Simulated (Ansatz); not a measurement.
## Electronic structure of BeSe4 in real space

```xyz
10
Lattice="7.9762 0.0000 0.0000 0.0000 10.0259 0.0000 0.0000 0.0000 3.5351" Properties=species:S:1:pos:R:3 pbc="T T T"
Be    0.0000    0.0000    0.0000
Be    3.9881    5.0129    0.0000
Se    0.0000    3.8908    0.0000
Se    3.9881    8.9037    0.0000
Se    1.3012    0.0000    1.7675
Se    5.2892    5.0129    1.7675
Se    2.6869    5.0129    1.7675
Se    6.6750    0.0000    1.7675
Se    0.0000    6.1351    0.0000
Se    3.9881    1.1222    0.0000
```

Space group Cmmm; a structure generated by program, which may or may not match a known phase.

Method: Ansatz, DFT PBE, scalar-relativistic, plane waves, PAW.

The density is the valence pseudo-density of a PAW calculation; it isn't the true density close to the nuclei.

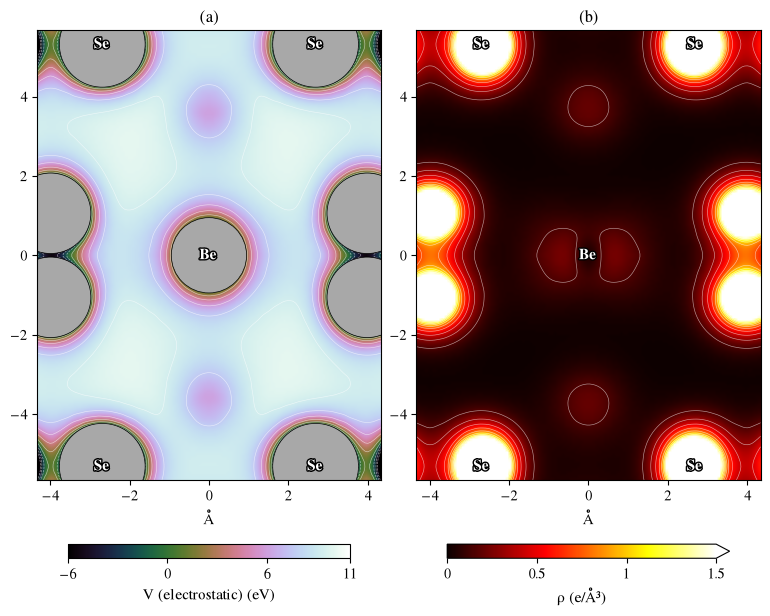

Figure 1. (a) electrostatic potential energy of an electron; (b) valence charge density (pseudo) on the (011) plane of the conventional cell. Grey discs cover the atomic cores in the potential map.

**Read the bonding off the picture.**

- Atoms in the plane: Be and Se.
- Atoms just off the plane (Se, 0.4 Å away) can leave unmarked features too.
- Between the atoms the lowest density in this plane is 0.008 e/Å³.
- Outside the cores the potential energy rises away from the atoms and is highest about 2.5 Å from the nearest atoms; its zero is arbitrary.

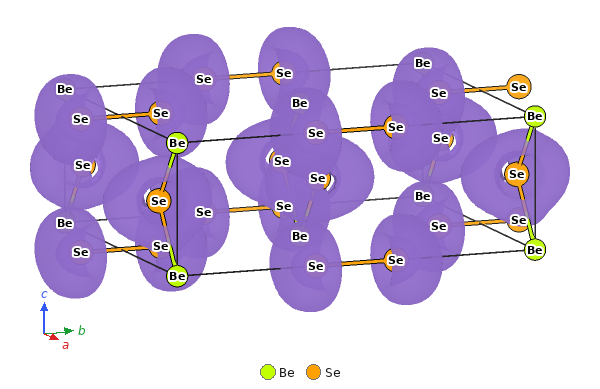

Figure 2. Isosurface of the ELF at 0.75 (purple), seen slightly off an axis. Core shells and regions of very low density are left out. Sticks mark near contacts.

**Identify the bonds, lone pairs and shells in this picture.**

The surface consists of four rings or bowls of non-bonding electrons around Se and four regions wrapped around Se (the valence shell of each), counted in one cell of 10 atoms. Regions shared between cells count once.


Be–Se (2.19 Å): the ELF peaks at about 0.80 in the valence shell of Se, 1.2 Å from its nucleus, and is about 0.80 at the midpoint. Se–Se (2.24 Å): the ELF peaks at about 0.70 between the atoms.

**Does the calculation give a band gap?**

It is metallic or semimetallic at this level of theory: no gap opens.
